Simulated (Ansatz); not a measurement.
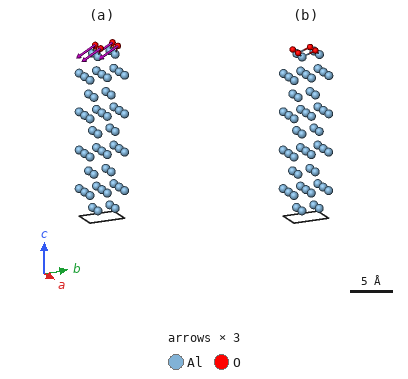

The structure of a slab of composition Al9O (cut from the P6_3/mmc phase) before (left) and after (right) a constrained relaxation, at one scale. The purple arrows give the displacements, 3 times their true length.

Style: ball-and-stick. Shown: the 2 × 2 repeat of the cell, outlined in the plane, without the vacuum, slightly off an axis.

Case: O put at a bridge Al-Al site. The slab is the (0 0 1) face of Al with O on it. 4 atoms are held fixed.

Level of theory: DFT PBEsol, scalar-relativistic, plane waves, PAW in Ansatz. Set-up: plane-wave cutoff 420 eV; k-point mesh 12 × 12 × 1; occupations gaussian; smearing width 0.1 eV; no spin polarisation; dipole correction; atoms relaxed in a fixed cell; force threshold 0.03 eV/Å; at most 70 steps.

Question: Describe what moved and what it gained.

Answer: The atom that moves furthest is the O atom (0.95 Å at 56° to the normal (−c side)). Largest moves by element: O 0.95 Å, Al 0.05 Å. The cell doesn't change. Near-neighbour distances that change, for instance: Al–O 2.743 → 1.791 Å, Al–O 1.871 → 1.791 Å. New bonds form: Al–O (2.74 → 1.79 Å). Bond angles that change, for instance: Al–O–Al 98.6° → 104.7°, O–Al–O 98.6° → 104.7°. Over 8 geometry steps the energy falls by 1.950 eV per cell of the calculation. Largest force component: 4.7 eV/Å at the start, 0.015 eV/Å at the end.

Limits of the set-up: the cell has an odd number of electrons but was run without spin polarisation; the periodic images lie only 2.8 Å apart, so the values are limited by the cell's size.
